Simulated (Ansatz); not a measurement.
Geometry relaxation of BeTe (part 2 of 2)

BeTe (2 atoms in the cell); DFT PBEsol, scalar-relativistic, plane waves, PAW, no spin polarisation (Ansatz 0.2.0); cutoff 420 eV, 8×8×8 k-mesh, Gaussian smearing of 0.02 eV. The structure derives from a Materials Project entry.

```
basis re-selected at this cell: Δ(F+E_penalty+E_count) = +1.971e-4 eV, ΔP = -0.001 GPa vs the last step (what re-selecting the basis moved, of the pressure what is left beyond the Pulay correction that the steps carried, after the strain that the cell walked since its last selection, with what the two solves' SCF thresholds leave and, on support functions, any second-order correction that the steps lacked; it is no measure of the basis error at this ecutwfc). This SCF's stress stands 3.77e-2 GPa from its target on what of the cell is left free (relax.cell.stress_tol is 5.00e-2 GPa) and its largest allowed force component is 4.86e-17 eV/Å (relax.f_tol is 5.00e-3 eV/Å): within both
SCF converged after 5 iterations
Free energy (F): -6992.565319 eV
Harris-Foulkes:  -6992.565319 eV  (|F-HF|=1.82e-12)
Internal energy: -6992.565319 eV  (E = F + TS)
E sigma→0 (E₀):  -6992.565319 eV
Fermi energy:    8.416591 eV
--- Per-component energies (eV) ---
  E_band       = -266.705777
  E_kinetic    = 200.489107
  E_local      = -1360.043419  (includes V_loc(G=0)·N_el)
  E_nonlocal   = -302.715489
  E_hartree    = 851.585728
  E_xc         = -142.531885
  E_vxc        = -124.501852  (∫ρ·V_xc dr)
  E_paw        = -4642.816560  (= ΣΔE_a)
  E_vpaw       = -383.105323  (= ΣTr[D̂ρ^β])
  E_aug_tail   = -0.000201  (compensation charges beyond the density's cutoff)
  E_ewald      = -1596.916945
  E_core_change = 0.384347  (= ΣΔE_core)
  E_smearing   = -0.000000  (= −TS)
  E_closure    = 0.000000  (closes the sum)
  Σ components = -6992.565319   (vs F -6992.565319, Δ=0.00e0)
--- Forces (eV/Å), atoms counted from 1 ---
  atom   1  Be    -0.00000000    -0.00000000     0.00000000
  atom   2  Te     0.00000000     0.00000000     0.00000000
  max |Σ_I F_I| component: 8.79e-17 eV/Å
--- Stress (GPa, compression-positive) ---
       -0.037669      -0.000000      -0.000000
       -0.000000      -0.037669       0.000000
       -0.000000       0.000000      -0.037669
  P = ⅓ Tr σ = -0.0377 GPa (-0.377 kbar)
--- Band table (eV; the first three rows and the last of 29) ---
  k-point 0: bands = ["-28.7062", "-28.7062", "-28.7062", "-28.6916", "-28.6916", "-4.9282", "7.4979", "7.4979", "7.4979", "11.1068", "11.1068", "11.1068", "11.3258"]
  k-point 1: bands = ["-28.7059", "-28.7057", "-28.7057", "-28.6915", "-28.6915", "-4.7776", "6.1546", "7.2571", "7.2571", "11.0313", "11.4576", "11.4576", "12.6402"]
  k-point 2: bands = ["-28.7051", "-28.7045", "-28.7045", "-28.6913", "-28.6913", "-4.3614", "4.1133", "6.8103", "6.8103", "10.8103", "11.9913", "11.9913", "14.5486"]
  k-point 28: bands = ["-28.7038", "-28.7031", "-28.6992", "-28.6924", "-28.6899", "-3.0122", "2.8670", "3.7035", "4.2015", "12.6998", "13.0109", "13.0608", "13.7565"]
--- Relaxed structure (3 steps of the walk, 3 accepted, 1 SCFs on fresh bases) ---
  F+E_penalty+E_count = -6992.56531924 eV   max|allowed force component| = 4.857e-17 eV/Å   (the final SCF, on the basis selected at the relaxed cell)
  cell:  # Å, volume = 44.0432 Å³
    - [-1.2738430082238975e-33, 2.8029552573613774, 2.8029552573613774]
    - [2.8029552573613774, 5.808724117500972e-33, 2.8029552573613774]
    - [2.8029552573613774, 2.8029552573613774, 8.2035489729619e-33]
  atoms:
    - { symbol: Be, position: [1.1563229949864381e-33, -9.522659958711843e-34, -1.4057259939050817e-33] }
    - { symbol: Te, position: [0.75, 0.75, 0.75] }
```

Trajectory as extended XYZ (Å, eV, eV/Å), 4 frames, from step=1 to step=4
```
2
Lattice="0.0000 2.8315 2.8315 2.8315 0.0000 2.8315 2.8315 2.8315 0.0000" Properties=species:S:1:pos:R:3:forces:R:3 step=1 energy=-6992.55753 pressure_GPa=-1.76
Be    0.0000    0.0000    0.0000    0.0000   0.0000   0.0000
Te    4.2472    4.2472    4.2472    0.0000   0.0000   0.0000
2
Lattice="0.0000 2.7906 2.7906 2.7906 0.0000 2.7906 2.7906 2.7906 0.0000" Properties=species:S:1:pos:R:3:forces:R:3 step=2 energy=-6992.56426 pressure_GPa=0.78
Be    0.0000    0.0000    0.0000    0.0000   0.0000   0.0000
Te    4.1859    4.1859    4.1859    0.0000   0.0000   0.0000
2
Lattice="0.0000 2.8030 2.8030 2.8030 0.0000 2.8030 2.8030 2.8030 0.0000" Properties=species:S:1:pos:R:3:forces:R:3 step=3 energy=-6992.56552 pressure_GPa=-0.04
Be    0.0000    0.0000    0.0000    0.0000   0.0000   0.0000
Te    4.2044    4.2044    4.2044    0.0000   0.0000   0.0000
2
Lattice="0.0000 2.8030 2.8030 2.8030 0.0000 2.8030 2.8030 2.8030 0.0000" Properties=species:S:1:pos:R:3:forces:R:3 step=4 energy=-6992.56532 pressure_GPa=-0.04
Be    0.0000    0.0000    0.0000    0.0000   0.0000   0.0000
Te    4.2044    4.2044    4.2044    0.0000   0.0000   0.0000
```

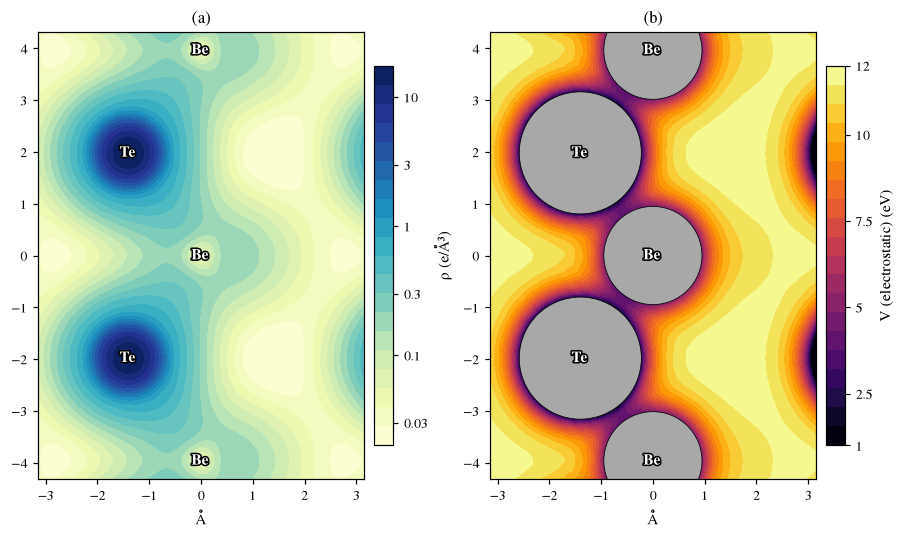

Fig. 1: (a) valence electron density; (b) electrostatic potential (local pseudopotential plus Hartree) felt by an electron on the (011) plane of the conventional cell. Grey discs, where drawn, cover atomic cores. The section cuts through Be and Te sites. Be–Te (2.43 Å): ρ is about 0.51 e/Å³ halfway. Away from the nuclei the density in this plane falls to 0.02 e/Å³ at its lowest. Outside the cores the potential energy rises away from the atoms and is highest about 2.4 Å from the nearest atoms; outside the discs it spans about 11 eV, and its zero is arbitrary. The fields are those of the smooth PAW valence density.

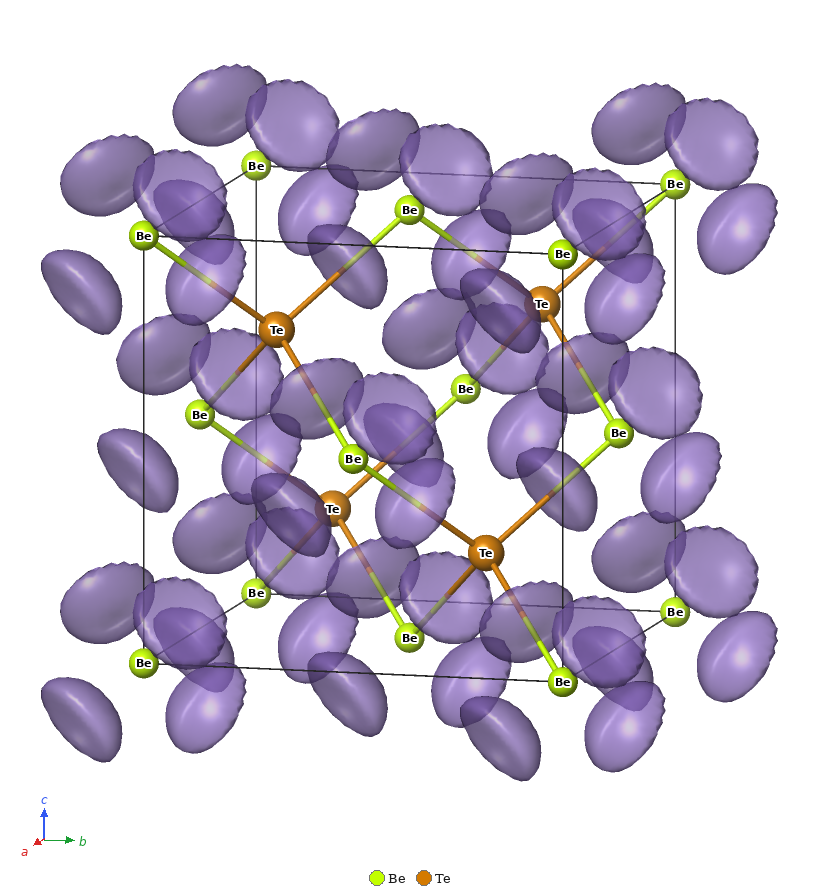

Fig. 2: Isosurface of the electron localisation function at 0.75 (purple), seen slightly off an axis. Core shells and regions of very low density are left out. Sticks mark near contacts. The outline is the cell set on symmetry axes. The ELF exceeds this value in 16 regions between bonded Be–Te atoms (shared pairs), counted in one cell of 8 atoms. Profiles from the grid: Be–Te (2.43 Å): the ELF peaks at about 0.90 between the atoms, as expected for localised, shared-pair bonding.

The run was set up as follows.

The input
```yaml
crystal:
  lattice:
    - [0.0, 2.8314587876, 2.8314587876]
    - [2.8314587876, 0.0, 2.8314587876]
    - [2.8314587876, 2.8314587876, 0.0]
  atoms:
    - { symbol: Be, position: [0.0, 0.0, 0.0] }
    - { symbol: Te, position: [0.75, 0.75, 0.75] }
basis:
  ecutwfc: 420
kpoints:
  mp_grid: { grid: [8, 8, 8] }
hamiltonian:
  xc: pbesol
scf:
  occupations: { method: gaussian, width: 0.02 }
output:
  forces: true
  stress: true
  eigenvalues: true
  write_density: true
  write_potential: true
  elf: true
  volumetric_format: npy
relax:
  adjacent_minimum: "off"
  f_tol: 0.005
  max_steps: 80
  cell: { stress_tol: 0.05 }
```

Launch command:
```bash
ansatz run input.yaml --threads 4 --pin off --max-ram 6144MiB --backend cpu --events-out ev --progress --plain --runs-dir out
```

Summary

- outcome: converged
- space group (tolerance 0.01 Å): F-43m (216)
- electrons treated: 18
- free energy: −6992.5653 eV
- Fermi energy: 8.417 eV
- gap on the k-point mesh: 1.84 eV
- pressure: −0.04 GPa
- final volume: 44.04 Å³
- largest force (length of the vector) at the end: under 0.001 eV/Å
- final cell: a = 3.964 Å, b = 3.964 Å, c = 3.964 Å, α = 60.00°, β = 60.00°, γ = 60.00°
- hardware: 4 threads of Arm Neoverse V1, 24 GiB of memory available, shared host
- wall time: 2.9 s (CPU time 9.8 s)
- peak memory: 0.34 GiB
